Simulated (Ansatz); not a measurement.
Structure of Sc:

```
Sc
1.0
     3.31997    0.00000    0.00000
    -1.65999    2.87518    0.00000
     0.00000    0.00000    5.16189
Sc
2
Direct
  0.66667 0.33333 0.25000
  0.33333 0.66667 0.75000
```

Basis of the simulation: coordinates from a relaxation with DFT PBE, scalar-relativistic, plane waves, PAW (Ansatz 0.2.0); the starting structure was generated, so it need not be a known form of this composition.

Question: Where will the first 3 clear peaks of its X-ray PDF lie (peak width σ = 0.10 Å), and from which pairs do they come?

Answer: 1. 3.26 Å: Sc–Sc at 3.21–3.32 Å
2. 4.62 Å: Sc–Sc at 4.62 Å
3. 5.16 Å: Sc–Sc at 5.16 Å

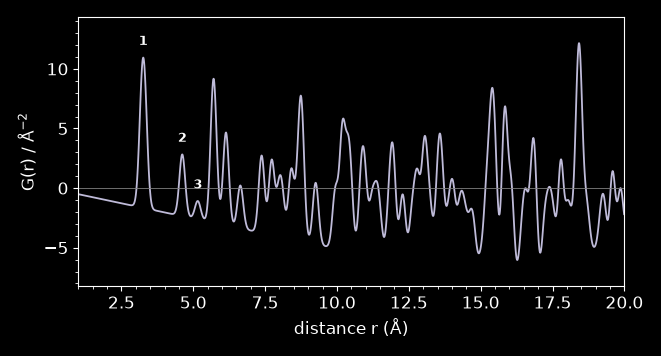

Computed X-ray G(r), with each pair weighted by the product of the atomic numbers (X-ray weights at Q = 0) and a uniform peak width σ = 0.10 Å. There is no Q-range truncation.
